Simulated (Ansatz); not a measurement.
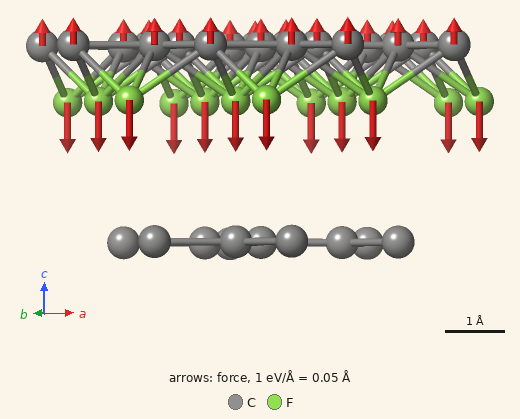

Starting geometry of a slab of composition C$_{8}$F (cut from the P6_3/mmc phase) with the computed forces as red arrows. The picture is a ball-and-stick view of the atoms within 4.2 Å of the atom that moves most (axes of the 2 × 3 repeat of the cell, outlined in the plane, without the vacuum), seen from a free direction.

Case: F put at a hollow C-C site. The slab is the (0 0 1) face of C with F on it. 4 atoms are held fixed.

These are results of Ansatz, DFT PBE+D3(BJ), scalar-relativistic, plane waves, PAW, not measurements. (plane-wave cutoff 420 eV; k-point mesh 12 × 12 × 1; occupations gaussian; smearing width 0.1 eV; no spin polarisation; dipole correction; atoms relaxed in a fixed cell; force threshold 0.03 eV/Å; at most 70 steps)

Question: What follows when this structure is relaxed?

Answer: It isn't relaxed: the largest force vector, on the F atom, is 17.43 eV/Å. The final displacements follow the starting forces only in part (cosine between the two patterns 0.54). Over 12 accepted moves (13 points after the start) the energy falls by 7.404 eV per cell of the calculation. Largest force component: 17 eV/Å at the start, 0.0022 eV/Å at the end. The line search rejected the trial step at point 12 of the run. The largest moves, 1.85 Å, are those of C atoms. By element the largest moves are C 1.85 Å, F 0.19 Å. The cell stays as it was. Near-neighbour distances that change, for instance: C–F 1.717 → 2.983 Å.

Limits of the set-up: the cell has an odd number of electrons but was run without spin polarisation; the periodic images lie only 2.5 Å apart, so the values are limited by the cell's size.
